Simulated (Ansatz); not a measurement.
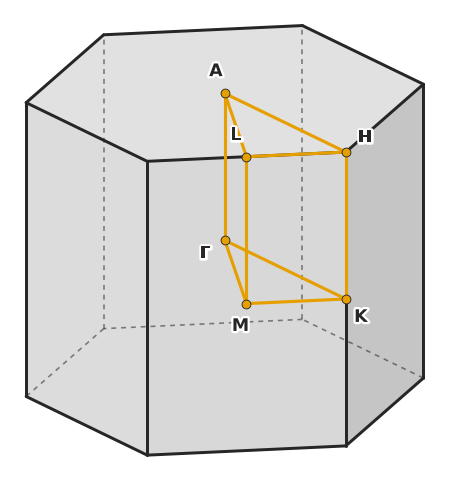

Crystal: N, the input geometry of an electronic-structure calculation (not necessarily at equilibrium). The figure shows the first Brillouin zone with its special points and a band path. Geometry calculated from the standardised cell; symmetry tolerance 0.002 Å.

Labels and path follow the convention of Hinuma et al. (2017), as computed by seekpath.

Q: What lattice type do the shape and the labels point to?

A: A primitive hexagonal lattice (hP; extended symbol hP2). The zone is a hexagonal prism in its combinatorial type: 8 faces (6 with 4 edges, 2 with 6 edges), 18 edges, 12 vertices.

Q: Write the standard path through the labelled points.

A: Γ–M–K–Γ–A–L–H–A | L–M | H–K
